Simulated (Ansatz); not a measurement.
**Geometry relaxation, with input and output: La$_{5}$O (part 2 of 2)**

Continued. System: La$_{5}$O (P6/mmm, 6 atoms in the cell). Method: DFT PBE, scalar-relativistic, plane waves, PAW, no spin polarisation (Ansatz 0.2.0); cutoff 420 eV, 6×6×6 k-mesh, Gaussian smearing of 0.1 eV. The structure was made by a generator, so it may or may not be a known phase.

Geometry of the input (Å; fractional positions):
```
5.9928  0.0000  0.0000
-2.9964  5.1899  0.0000
0.0000  0.0000  6.3382
La 0.3333  0.6667  0.0000
La 0.6667  0.3333  0.0000
La 0.5000  0.0000  0.5000
La 0.5000  0.5000  0.5000
La -0.0000  0.5000  0.5000
O  0.0000  0.0000  0.0000
```

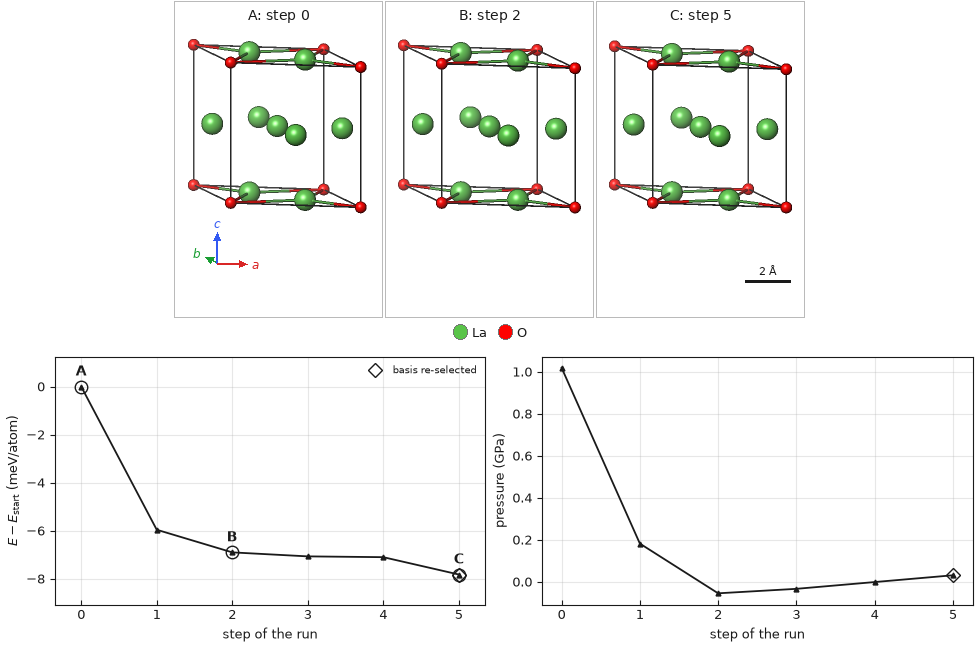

Fig. 1: Frames of the relaxation (ball-and-stick view of the cell of the calculation, seen slightly off an axis) above the curves, on which the letters mark them (the first geometry is step 0 here and step 1 in the log).

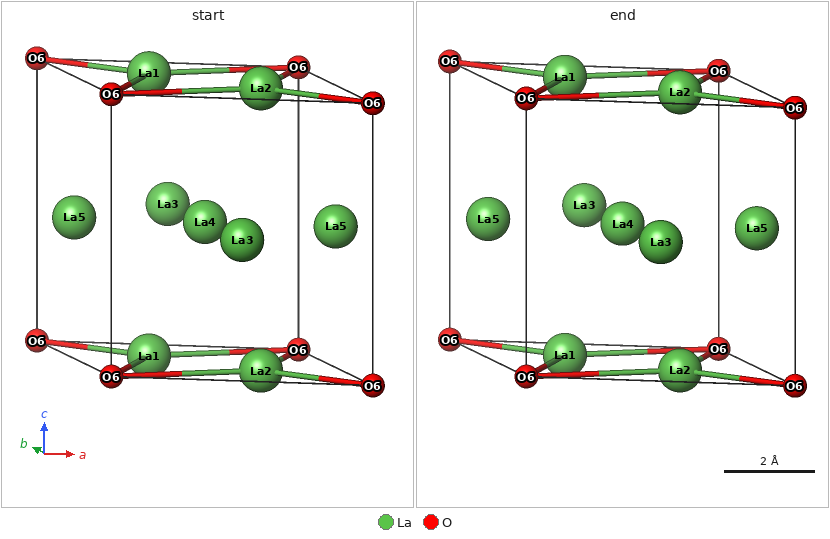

Fig. 2: Before (left) and after (right) the relaxation, at one scale (ball-and-stick view of the cell of the calculation, seen slightly off an axis). Over 4 geometry steps the energy falls by 7.1 meV per atom. All forces vanish by symmetry, so only the cell relaxes. Pressure: 1.02 GPa at the start and 0.03 GPa at the end. No atom moves by more than 0.005 Å relative to the cell. The drawn cell changes as follows: a = b 5.993 → 6.157 Å (+2.7 %), c 6.338 → 6.245 Å (−1.5 %); the volume changes by +4.0 %. Among the contacts that change: La1–O6 3.460 → 3.555 Å. The space group stays P6/mmm (No. 191). A last SCF at the same geometry on a re-selected plane-wave basis shifts the energy by −0.7 meV per atom. (Atoms are counted from 1 in the order of the input.)

```
basis re-selected at this cell: Δ(F+E_penalty+E_count) = -4.329e-3 eV, ΔP = +0.032 GPa vs the last step (what re-selecting the basis moved, of the pressure what is left beyond the Pulay correction that the steps carried, after the strain that the cell walked since its last selection, with what the two solves' SCF thresholds leave and, on support functions, any second-order correction that the steps lacked; it is no measure of the basis error at this ecutwfc). This SCF's stress stands 4.62e-2 GPa from its target on what of the cell is left free (relax.cell.stress_tol is 5.00e-2 GPa) and its largest allowed force component is 8.06e-17 eV/Å (relax.f_tol is 1.00e-2 eV/Å): within both
SCF converged after 7 iterations
Free energy (F): -31811.334348 eV
Harris-Foulkes:  -31811.334348 eV  (|F-HF|=1.46e-11)
Internal energy: -31811.267057 eV  (E = F + TS)
E sigma→0 (E₀):  -31811.300702 eV
Entropy (-TS):   -0.067291 eV (-11.215 meV/atom)
Fermi energy:    9.674952 eV
--- Per-component energies (eV) ---
  E_band       = -280.353346
  E_kinetic    = 1147.600994
  E_local      = -2433.823216  (includes V_loc(G=0)·N_el)
  E_nonlocal   = 524.073290
  E_hartree    = 831.914804
  E_xc         = -771.851149
  E_vxc        = -834.187016  (∫ρ·V_xc dr)
  E_paw        = -27237.236165  (= ΣΔE_a)
  E_vpaw       = -347.849307  (= ΣTr[D̂ρ^β])
  E_aug_tail   = 0.002231  (compensation charges beyond the density's cutoff)
  E_ewald      = -3871.947845
  E_smearing   = -0.067291  (= −TS)
  E_closure    = 0.000000  (closes the sum)
  Σ components = -31811.334348   (vs F -31811.334348, Δ=0.00e0)
--- Forces (eV/Å), atoms counted from 1 ---
  atom   1  La     0.00000000     0.00000000    -0.00000000
  atom   2  La     0.00000000    -0.00000000     0.00000000
  atom   3  La     0.00000000     0.00000000     0.00000000
  atom   4  La     0.00000000     0.00000000     0.00000000
  atom   5  La     0.00000000     0.00000000     0.00000000
  atom   6  O      0.00000000    -0.00000000     0.00000000
  max |Σ_I F_I| component: 2.31e-18 eV/Å
--- Stress (GPa, compression-positive) ---
        0.046187      -0.000000      -0.000000
       -0.000000       0.046187      -0.000000
       -0.000000      -0.000000       0.000856
  P = ⅓ Tr σ = 0.0311 GPa (0.311 kbar)
--- Band table (eV; the first three rows and the last of 28) ---
  k-point 0: bands = ["-23.4164", "-23.1575", "-23.1459", "-22.4882", "-22.4882", "-8.9829", "-7.8823", "-7.6686", "-7.6686", "-7.3998", "-7.3998", "-6.8880", "-6.6371", "-6.6371", "-6.2819", "-6.2819", "-6.0630", "-5.9816", "-5.5058", "-4.9166", "-4.9166", "7.3022", "7.6357", "7.9593", "7.9593", "8.4683", "8.5058", "9.0609", "9.1611", "9.1611", "9.2227", "9.2227", "10.2524", "10.2524", "10.5098", "10.5098", "10.5389"]
  k-point 1: bands = ["-23.4016", "-23.1621", "-23.1574", "-22.4881", "-22.4881", "-9.0101", "-7.7762", "-7.6639", "-7.6639", "-7.4354", "-7.4354", "-6.8428", "-6.6425", "-6.6425", "-6.2352", "-6.2352", "-6.2072", "-5.9789", "-5.5058", "-4.9181", "-4.9181", "7.3801", "7.7785", "7.9138", "7.9138", "8.0076", "8.5288", "9.1826", "9.1826", "9.1836", "9.3334", "9.3334", "9.7090", "9.7090", "10.3124", "10.8897", "10.9637"]
  k-point 2: bands = ["-23.3633", "-23.2030", "-23.1572", "-22.4880", "-22.4880", "-9.0616", "-7.6543", "-7.6543", "-7.4994", "-7.4994", "-7.4781", "-6.7548", "-6.6536", "-6.6536", "-6.5758", "-6.1487", "-6.1487", "-5.9778", "-5.5057", "-4.9213", "-4.9213", "7.3864", "7.4256", "7.8408", "7.8408", "8.0775", "8.8570", "8.9258", "8.9258", "9.3932", "9.4556", "9.4556", "9.7313", "9.7313", "10.0639", "10.9970", "10.9970"]
  k-point 27: bands = ["-23.2463", "-23.2463", "-22.8820", "-22.8820", "-22.4926", "-7.7740", "-7.7740", "-7.6315", "-7.2153", "-7.1925", "-7.1925", "-6.8358", "-6.8358", "-6.5522", "-6.4822", "-6.4822", "-6.1578", "-6.1578", "-6.1301", "-5.9384", "-5.5609", "7.9968", "8.0391", "8.0391", "8.5803", "8.5803", "8.9435", "9.1632", "9.4095", "9.4095", "9.9374", "9.9374", "9.9639", "9.9639", "10.2779", "10.8002", "10.8002"]
--- Relaxed structure (5 steps of the walk, 5 accepted, 1 SCFs on fresh bases) ---
  F+E_penalty+E_count = -31811.33434786 eV   max|allowed force component| = 8.057e-17 eV/Å   (the final SCF, on the basis selected at the relaxed cell)
  cell:  # Å, volume = 204.9825 Å³
    - [6.156602691077415, 1.291105841516209e-35, 2.3136616679970464e-34]
    - [-3.0783013455387076, 5.3317743314806805, 1.206399008262746e-18]
    - [2.4469860377463946e-34, 1.4733026830156659e-18, 6.244589226086946]
  atoms:
    - { symbol: La, position: [0.3333333333333333, 0.6666666666666667, 4.81482486096809e-35] }
    - { symbol: La, position: [0.6666666666666667, 0.3333333333333333, -1.2037062152420224e-35] }
    - { symbol: La, position: [0.5, 0.0, 0.49999999999999994] }
    - { symbol: La, position: [0.5, 0.5, 0.49999999999999994] }
    - { symbol: La, position: [-6.908125660517768e-20, 0.5, 0.49999999999999994] }
    - { symbol: O, position: [6.805626257882945e-36, -1.105856632740183e-34, -4.220306551861004e-37] }
```

Trajectory as extended XYZ (Å, eV, eV/Å), 6 frames, from step=1 to step=6
```
6
Lattice="5.9928 0.0000 0.0000 -2.9964 5.1899 0.0000 0.0000 0.0000 6.3382" Properties=species:S:1:pos:R:3:forces:R:3 step=1 energy=-31811.28741 pressure_GPa=1.02
La    0.0000    3.4600    0.0000    0.0000   0.0000   0.0000
La    2.9964    1.7300    0.0000    0.0000   0.0000   0.0000
La    2.9964    0.0000    3.1691    0.0000   0.0000   0.0000
La    1.4982    2.5950    3.1691    0.0000   0.0000   0.0000
La   -1.4982    2.5950    3.1691    0.0000   0.0000   0.0000
O     0.0000    0.0000    0.0000    0.0000   0.0000   0.0000
6
Lattice="6.0958 0.0000 0.0000 -3.0479 5.2791 0.0000 0.0000 0.0000 6.3362" Properties=species:S:1:pos:R:3:forces:R:3 step=2 energy=-31811.32317 pressure_GPa=0.18
La    0.0000    3.5194    0.0000    0.0000   0.0000   0.0000
La    3.0479    1.7597    0.0000    0.0000   0.0000   0.0000
La    3.0479    0.0000    3.1681    0.0000   0.0000   0.0000
La    1.5239    2.6395    3.1681    0.0000   0.0000   0.0000
La   -1.5239    2.6395    3.1681    0.0000   0.0000   0.0000
O     0.0000    0.0000    0.0000    0.0000   0.0000   0.0000
6
Lattice="6.1461 0.0000 0.0000 -3.0731 5.3227 0.0000 0.0000 0.0000 6.2883" Properties=species:S:1:pos:R:3:forces:R:3 step=3 energy=-31811.32882 pressure_GPa=-0.05
La    0.0000    3.5485    0.0000    0.0000   0.0000   0.0000
La    3.0731    1.7742    0.0000    0.0000   0.0000   0.0000
La    3.0731    0.0000    3.1442    0.0000   0.0000   0.0000
La    1.5365    2.6613    3.1442    0.0000   0.0000   0.0000
La   -1.5365    2.6613    3.1442    0.0000   0.0000   0.0000
O     0.0000    0.0000    0.0000    0.0000   0.0000   0.0000
6
Lattice="6.1570 0.0000 0.0000 -3.0785 5.3321 0.0000 0.0000 0.0000 6.2542" Properties=species:S:1:pos:R:3:forces:R:3 step=4 energy=-31811.32982 pressure_GPa=-0.03
La    0.0000    3.5548    0.0000    0.0000   0.0000   0.0000
La    3.0785    1.7774    0.0000    0.0000   0.0000   0.0000
La    3.0785    0.0000    3.1271    0.0000   0.0000   0.0000
La    1.5393    2.6661    3.1271    0.0000   0.0000   0.0000
La   -1.5393    2.6661    3.1271    0.0000   0.0000   0.0000
O     0.0000    0.0000    0.0000    0.0000   0.0000   0.0000
6
Lattice="6.1566 0.0000 0.0000 -3.0783 5.3318 0.0000 0.0000 0.0000 6.2446" Properties=species:S:1:pos:R:3:forces:R:3 step=5 energy=-31811.33002 pressure_GPa=-0.00
La    0.0000    3.5545    0.0000    0.0000   0.0000   0.0000
La    3.0783    1.7773    0.0000    0.0000   0.0000   0.0000
La    3.0783    0.0000    3.1223    0.0000   0.0000   0.0000
La    1.5392    2.6659    3.1223    0.0000   0.0000   0.0000
La   -1.5392    2.6659    3.1223    0.0000   0.0000   0.0000
O     0.0000    0.0000    0.0000    0.0000   0.0000   0.0000
6
Lattice="6.1566 0.0000 0.0000 -3.0783 5.3318 0.0000 0.0000 0.0000 6.2446" Properties=species:S:1:pos:R:3:forces:R:3 step=6 energy=-31811.33435 pressure_GPa=0.03
La    0.0000    3.5545    0.0000    0.0000   0.0000   0.0000
La    3.0783    1.7773    0.0000    0.0000   0.0000   0.0000
La    3.0783    0.0000    3.1223    0.0000   0.0000   0.0000
La    1.5392    2.6659    3.1223    0.0000   0.0000   0.0000
La   -1.5392    2.6659    3.1223    0.0000   0.0000   0.0000
O     0.0000    0.0000    0.0000    0.0000   0.0000   0.0000
```

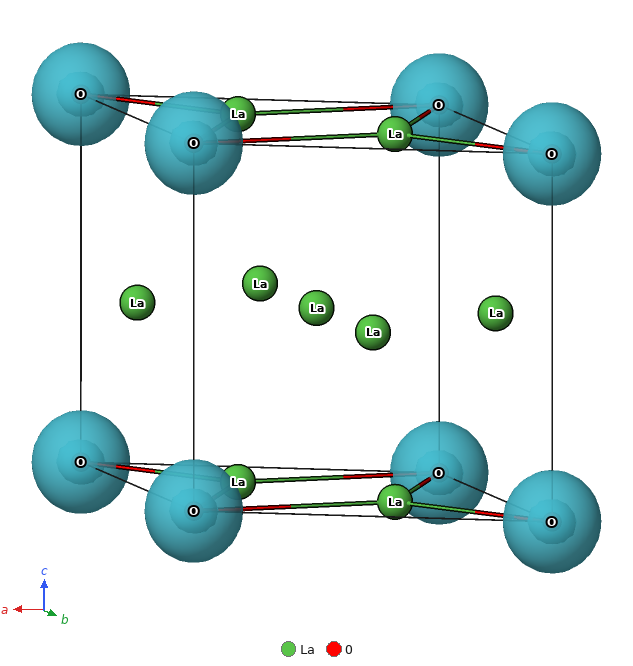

Fig. 3: Isosurface of the ELF at 0.75 (cyan), seen at an oblique angle. Only the valence region is drawn (cores and ρ < 0.01 e/Å³ removed). Sticks mark near contacts. The outline is the cell set on symmetry axes. In a PAW calculation such maps are meaningful between the atoms, not at the nuclei.

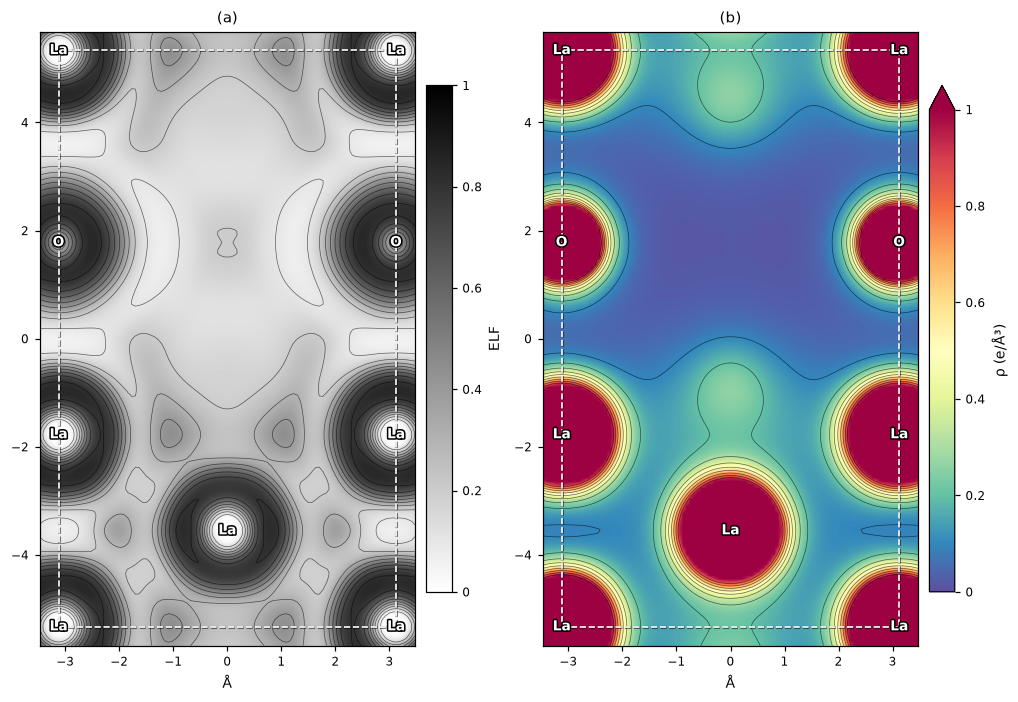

Fig. 4: (a) ELF; (b) valence pseudo-density on the (110) plane of the conventional cell. Atoms in the plane: La and O. Away from the nuclei the density in this plane falls to 0.02 e/Å³ at its lowest. The strong features right at La lie inside the PAW spheres (semicore, d or f shells) and say nothing about bonding.
